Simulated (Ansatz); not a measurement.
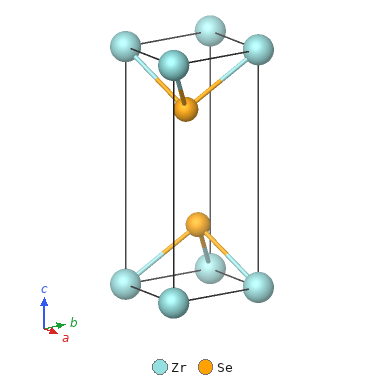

System: ZrSe₂, space group P-3m1 (No. 164) (cell built by us, not taken from a database). The picture shows the conventional cell.

The given structure:
```yaml
crystal:
  lattice:
    - [3.79720, 0.00000, 0.00000]
    - [-1.89860, 3.28850, 0.00000]
    - [0.00000, 0.00000, 6.79280]
  atoms:
    - { symbol: Zr, position: [0.00000, 0.00000, 0.00000] }
    - { symbol: Se, position: [0.33333, 0.66667, 0.23319] }
    - { symbol: Se, position: [0.66667, 0.33333, 0.76681] }
```

One of the inputs:
```
crystal:
  lattice:
    - [3.822336551, 0.0, 0.0]
    - [-1.9111682755, 3.310240555, 0.0]
    - [0.0, 0.0, 6.8377456185]
  atoms:
    - { symbol: Zr, position: [0.0, 0.0, 0.0] }
    - { symbol: Se, position: [0.3333333333, 0.6666666667, 0.2331909593] }
    - { symbol: Se, position: [0.6666666667, 0.3333333333, 0.7668090407] }
kpoints:
  mp_grid: { grid: [11, 11, 6] }
scf:
  occupations: { method: fermi_dirac, width: 0.08 }
hamiltonian:
  xc: pbe
  pseudopotentials: { kind: paw }
output:
  forces: true
  stress: true
  eigenvalues: true
  efg: { contact_densities: true }
```

Launched with:
```bash
ansatz run input.yaml --threads 1 --pin off --max-ram 4096MiB --backend cpu --events-out ev --progress --plain --runs-dir out
```

Method: periodic Kohn-Sham DFT of a crystal at fixed atoms, scaled to the stated factor times the given cell; pressure positive in compression (Ansatz 0.2.0). Level: PBE.

method frozen-core PAW; relativity scalar; k mesh 11×11×6; occupations Fermi–Dirac; smearing width 0.08 eV; wave cutoff 420 eV; PAW set soft_2.

V(given) is 28.27 Å³/atom.

Predict the pressure and largest field gradient Vzz against V/V(given). The V/V(given) takes the values 0.941, 0.980, 1.020, 1.060.

The pressure falls from 4.882 GPa at V/V(given) 0.941 to −3.590 GPa at 1.060, and changes sign near 1.001. The largest field gradient Vzz rises from −2.999 1e21 V/m² at V/V(given) 0.941 to −2.220 1e21 V/m² at 1.060.

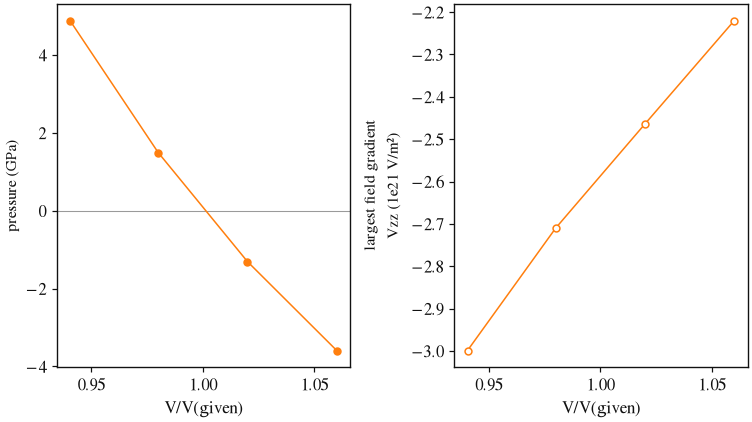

Keep in mind: small gap, it may come from the mesh; shape and atomic fractions are frozen while scaling, which makes layered, chain and framework solids too stiff.
